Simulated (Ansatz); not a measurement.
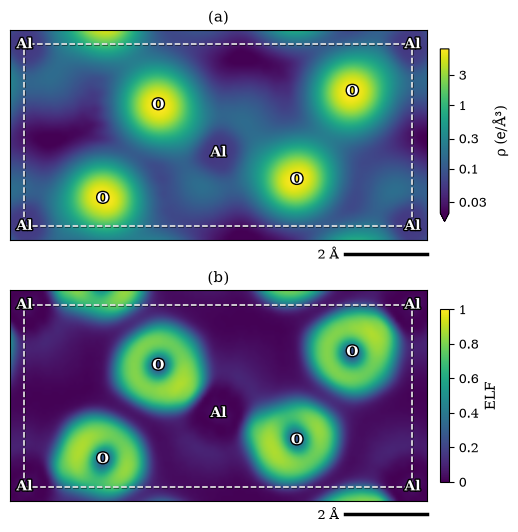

Figure. AlO2. (a) valence electron density; (b) electron localisation function on the (010) plane of the conventional cell.

Space group Pnma; not relaxed (largest force 1.2 eV/Å).

Computed with DFT, PBE, plane-wave PAW, default files, scalar-relativistic (Ansatz).

Read the bonding off the picture.

Answer.
- Atoms in the plane: Al and O.
- Al–O (1.86 Å): the density is about 0.63 e/Å³ at the midpoint; the ELF peaks at about 0.90 in the valence shell of O, 0.7 Å from its nucleus, and is about 0.85 at the midpoint.
- Between the atoms the lowest density in this plane is 0.02 e/Å³.

Does the calculation give a band gap?

Answer. It is metallic or semimetallic at this level of theory: no gap opens.
